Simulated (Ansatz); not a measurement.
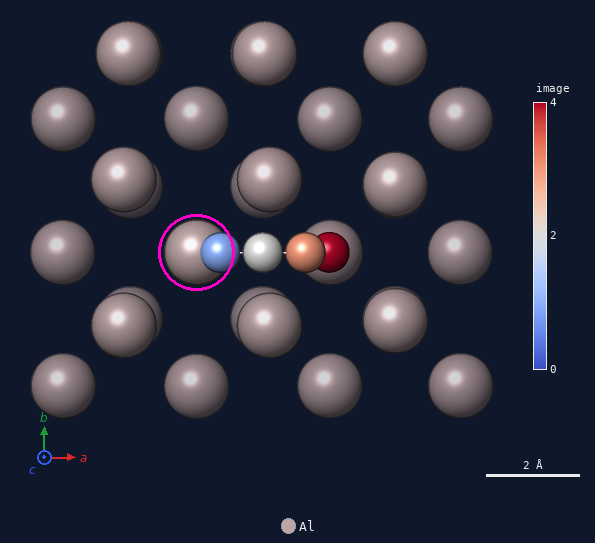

NEB run on Al on Al(100) (28 atoms in the cell). Images are numbered from 0 (start) to 4 (end). The start is drawn whole; smaller spheres mark the moving atoms (Al) in the later images, joined by lines and coloured by the number of the image. The picture is a spheres-only view of the simulation cell, with the vacuum cut short (origin moved), seen along the c axis. The moving atom is ringed, with any periodic copies.

Method: Ansatz 0.2.0, DFT r2SCAN, scalar-relativistic, plane waves, PAW. Set-up: plane-wave cutoff 500 eV; k-point mesh 3 × 3 × 1; Gaussian smearing 0.1 eV; 9 atoms held fixed; 3 movable images; climbing image; force threshold 0.03 eV/Å; iteration limit 42; spring constant 2.0 eV/Å²; starting path by image-dependent pair potential.

### What moves, how far, and at what cost in energy?

The adsorbate starts on a hollow site and hops by a lattice vector of the surface; other mechanisms, such as exchange with a surface atom, weren't searched. An Al atom travels furthest, 2.86 Å from end to end, on a path that bends up to 0.89 Å away from the straight line. At the highest image its nearest neighbour (Al) is 2.70 Å away, against 2.62 Å at the start, and the surrounding atoms stand up to 0.16 Å off the mean of their end positions. The two ends have the same energy, and the highest point, image 2, lies 0.72 eV above the start. The band converged in 6 iterations, with a climbing image at the top.

Cost: 22 min on 4 threads of Intel(R) Xeon(R) Platinum 8488C (Sapphire Rapids), on a shared host, peak memory 6.2 GiB.
